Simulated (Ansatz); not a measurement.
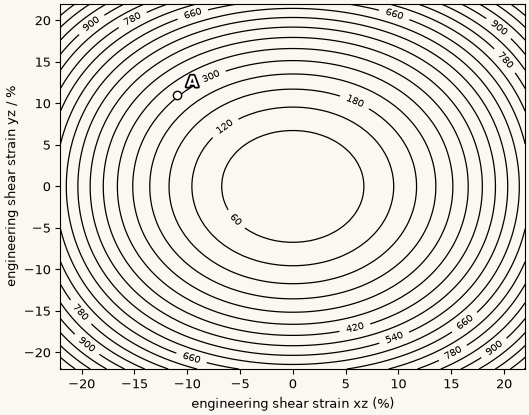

Ir (Fm-3m, No. 225; 1 atom in the cell). The energy is mapped over two homogeneous strains (x, y and z along the cube axes). First axis: engineering shear strain xz. Second axis: engineering shear strain yz. Nothing is relaxed (symmetry fixes all fractional coordinates). Grid: 9 × 9 points; 15 points were computed and 66 follow by symmetry. Points are written as (first, second). Energies: meV/atom, counted from the lowest grid point. All numbers below come from Ansatz, DFT LDA, scalar-relativistic, plane waves, PAW. Settings: cutoff 420 eV, k-mesh 20×20×20, gaussian smearing 0.15 eV, no spin polarisation.

In the figure: contour lines labelled in meV/atom, the point A. Between grid points the surface is interpolated.

### Which way does the force act at A, and how strong is it?

A, at (−11.0 %, 11.0 %), is not a stationary point. The computed force is 27 meV/atom for each 1 % towards larger values of engineering shear strain xz and 27 meV/atom for each 1 % towards smaller values of engineering shear strain yz.

PAW datasets: the set soft_1.
